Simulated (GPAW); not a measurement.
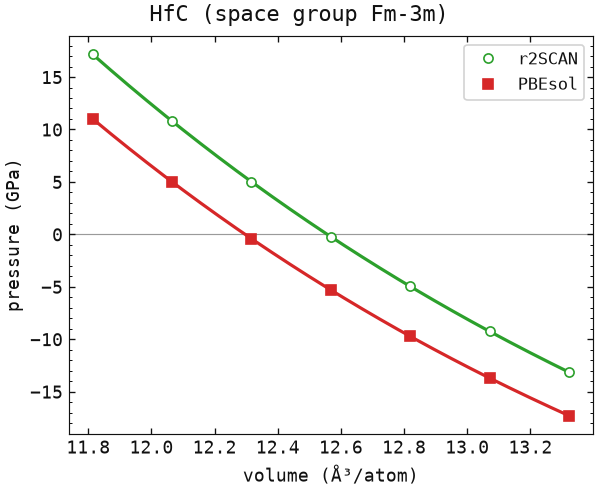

The plot gives the computed pressure against volume, with one curve for each functional, for HfC (space group Fm-3m).

Calculation (GPAW 26.7.0): PAW DFT in plane waves, on a grid or in atomic orbitals, no spin polarisation; energies at scaled volumes of the given cell, shape and fractions fixed, counted from the fit's minimum, third-order Birch-Murnaghan fit. All runs: no spin polarisation.

k mesh 10×10×10; occupations Fermi–Dirac; smearing width 0.05 eV; wave cutoff 800 eV.

Settings that differ: r2SCAN: potentials GPAW-PAW-data-sets-(gpaw-data-1.2.1); PBEsol: potentials PAW-data-sets-made-by gpaw-setup-for-the-functional.

### Order the curves by fitted equilibrium volume, smallest first.

PBEsol 12.306, r2SCAN 12.567 Å³/atom.

### Order the curves by fitted bulk modulus, smallest first.

r2SCAN 249.3, PBEsol 253.4 GPa.

### For r2SCAN: what does the pressure do across the range?

It falls from 17.16 GPa at volume 11.81 Å³/atom to −13.15 GPa at 13.32 Å³/atom, and changes sign near 12.56 Å³/atom.

### For PBEsol: what does the pressure do across the range?

It falls from 11.01 GPa at volume 11.81 Å³/atom to −17.30 GPa at 13.32 Å³/atom, and changes sign near 12.30 Å³/atom.
